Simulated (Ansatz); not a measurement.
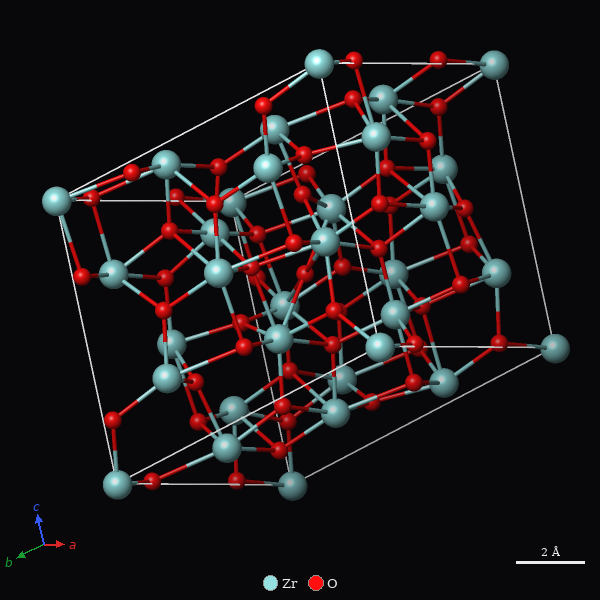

Shown here is a ball-and-stick view of the crystal, taken from a general direction. Thin lines show the supercell, with boundary atoms drawn in all their periodic places. The host is ZrO2, in a cell of 48 sites, and the cell is neutral.

Where does the cell differ from the host, and how?

An interstitial oxygen atom. It is bonded to four Zr in a square planar arrangement at about 2.4 Å. Not all metal-metal contacts are counted.

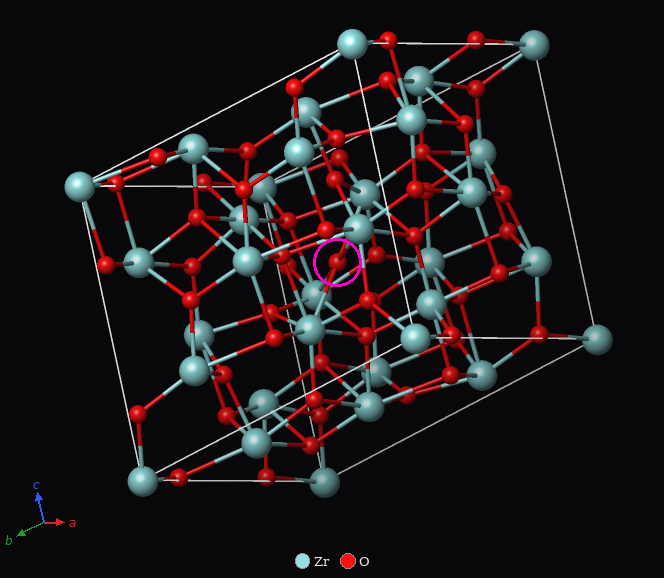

The same cell with a ring at the defect's site.

The atoms were relaxed in the host's cell with Ansatz 0.2.0, DFT PBE, scalar-relativistic, plane waves, PAW.
